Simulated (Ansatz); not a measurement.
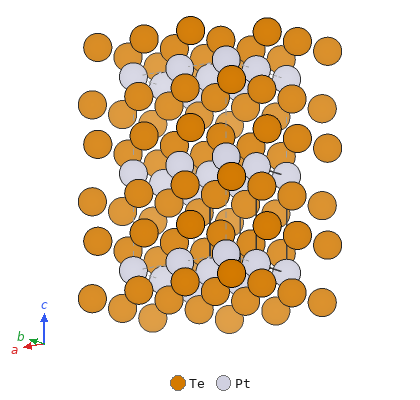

Te2Pt, space group P-3m1 (No. 164), a = 4.049 Å, b = 4.049 Å, c = 5.132 Å, α = 90.00°, β = 90.00°, γ = 120.00°. Source: coordinates from a relaxation with Ansatz, DFT, PBE-D3(BJ), plane waves, PAW. Forms under 0.4 % of the area are left out.

### What shape follows from the Bravais–Friedel–Donnay–Harker rule?

The forms computed, by share of the surface:

```json
{"form": "{100}", "faces": "6", "d (Å)": "3.506", "share of area (%)": "57.7"}
{"form": "{001}", "faces": "2", "d (Å)": "5.132", "share of area (%)": "42.3"}
```

Widths along a, b and c stand as 1.00 : 1.00 : 0.59.

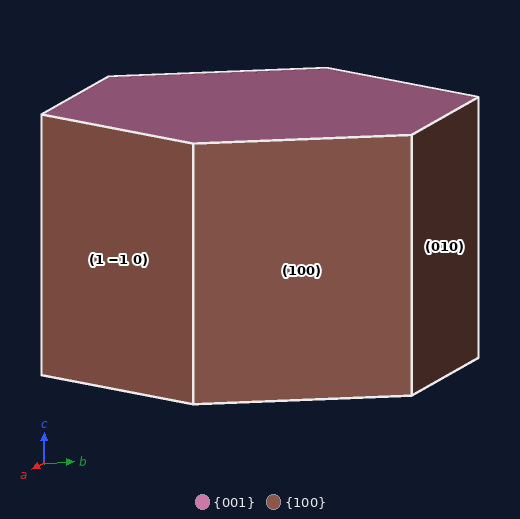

The computed shape, faces indexed. The rule is geometric and ignores bonding and growth conditions.
